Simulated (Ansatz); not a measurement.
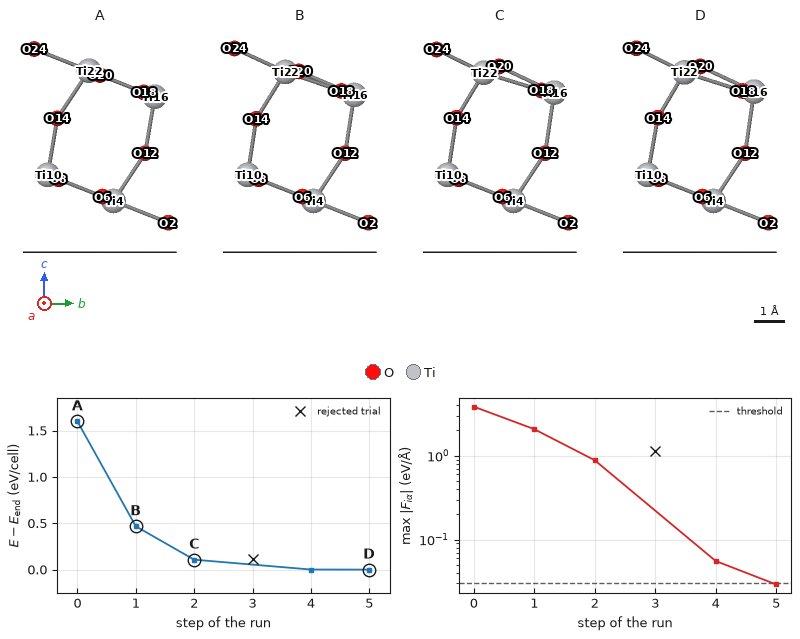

Frames of a constrained relaxation of a slab of composition TiO$_{2}$ (cut from the I4_1/amd phase), marked on the history of the run. The picture is a ball-and-stick view of the cell of the calculation, outlined in the plane, without the vacuum (origin shifted), seen along the a axis.

Case: clean slab, lower planes held. The slab is the (1 0 1) face of TiO2. 12 atoms are held fixed.

Computed with DFT PBE+D3(BJ), scalar-relativistic, plane waves, PAW (Ansatz 0.2.0). Settings: plane-wave cutoff 420 eV; k-point mesh 2 × 3 × 1; occupations gaussian; smearing width 0.05 eV; no spin polarisation; dipole correction; atoms relaxed in a fixed cell; force threshold 0.03 eV/Å; at most 70 steps.

What happens along the run?

The energy falls by 1.599 eV per cell of the calculation in 4 accepted moves (5 points after the start). The largest force component goes from 3.8 to 0.029 eV/Å. The line search rejected the trial step at point 3 of the run. The largest moves, 0.29 Å, are those of O atoms. Largest moves by element: O 0.29 Å, Ti 0.18 Å. The cell stays as it was. Near-neighbour distances that change, for instance: Ti–Ti 3.051 → 2.867 Å, O–Ti 1.992 → 1.821 Å, O–Ti 1.936 → 2.104 Å, Ti–Ti 3.051 → 3.214 Å. Among the angles between lasting bonds that change: O–Ti–O 92.5° → 103.0°, O–Ti–O 156.1° → 146.3°, Ti–O–Ti 156.1° → 146.3°. Cost: 45 s on 8 threads of Arm Neoverse V2, with other jobs on the host, peak memory 1.8 GiB. From step 0 to 1: O and Ti atoms move most (0.13 Å), energy −1.131 eV per cell of the calculation. From step 1 to 2: O atoms move most (0.17 Å), energy −0.360 eV per cell of the calculation. From step 2 to 5: O atoms move most (0.05 Å), energy −0.107 eV per cell of the calculation.

```tsv
step	E − E(0), meV/atom	largest force component, eV/Å	note
0	0.00	3.8386	
1	-47.14	2.0699	
2	-62.16	0.8824	
3	-61.96	1.1498	rejected
4	-66.58	0.0556	
5	-66.63	0.0292
```
